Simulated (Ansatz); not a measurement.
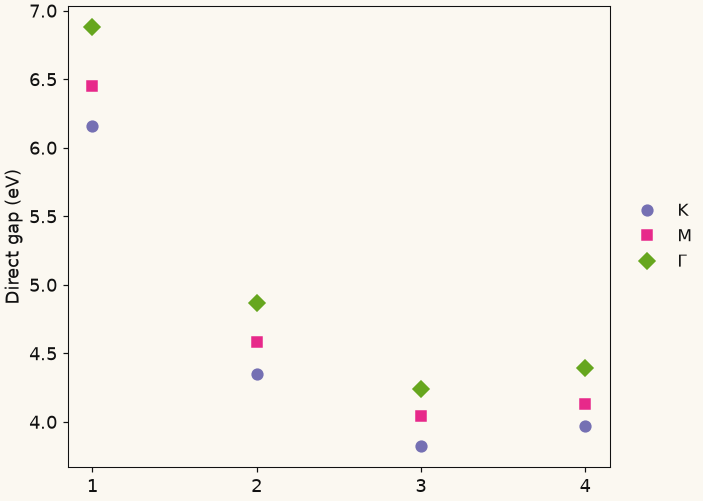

Direct gap at each named k point, by several methods on one cell of La2O3, space group P-3m1, 5 atoms in the cell, relaxed with r2SCAN; a = 3.935 Å, c = 6.126 Å (hexagonal axes). All runs are without spin-orbit coupling and carry no moments. The names follow the standardised cell of this lattice; in reduced coordinates of the cell that was run, K is (0.333, 0.333, 0) and M is (0.5, 0, 0). The smallest gap is indirect or lies off these points.

**Which column is which method? They are PBE, LDA, r2SCAN and PBE0.**

1 is PBE0; 2 is r2SCAN; 3 is LDA; 4 is PBE.

```
method  program  K (eV)  M (eV)  Γ (eV)
   LDA   Ansatz    3.82    4.04    4.24
   PBE   Ansatz    3.97    4.13    4.39
r2SCAN   Ansatz    4.35    4.58    4.87
  PBE0   Ansatz    6.16    6.45    6.88
```

**Does PBE0 open these direct gaps by one amount over PBE?**

The shifts are +2.19 eV at K, +2.32 eV at M and +2.49 eV at Γ, and at points that aren't plotted +2.78 eV (A), +2.63 eV (L) and +2.40 eV (H): over the named points that both runs hold, a spread of 0.59 eV on a mean of 2.47 eV, so one shift doesn't describe them.

Settings. LDA: Ansatz PAW set, 12×12×4 k mesh, 420 eV cutoff, fixed occupations (Ansatz). PBE: Ansatz PAW set, 12×12×4 k mesh, 420 eV cutoff, Fermi-Dirac smearing of 0.02 eV (Ansatz). r2SCAN: Ansatz PAW set, 12×12×4 k mesh, 500 eV cutoff, fixed occupations (Ansatz). PBE0: Ansatz PAW set, 6×6×2 k mesh, 420 eV cutoff, fixed occupations (Ansatz).

These are four of the 7 methods that were run on this cell. Spin-orbit coupling is left out, which matters for La. LDA, r2SCAN and PBE0: the PAW data sets were made with another functional. LDA, PBE and r2SCAN: semilocal functionals put the empty 4f levels of La too low. LDA, GGA and most meta-GGA functionals understate gaps. PBE0: the k mesh is coarse, so the values aren't converged, least of all with exact exchange. Over all k points computed the smallest gap is 3.73 eV in LDA, 3.84 eV in PBE, 4.23 eV in r2SCAN and 6.03 eV in PBE0. The names follow the standardised cell of this lattice; in reduced coordinates of the cell that was run, A is (0, 0, 0.5), L is (0.5, 0, 0.5) and H is (0.333, 0.333, 0.5).
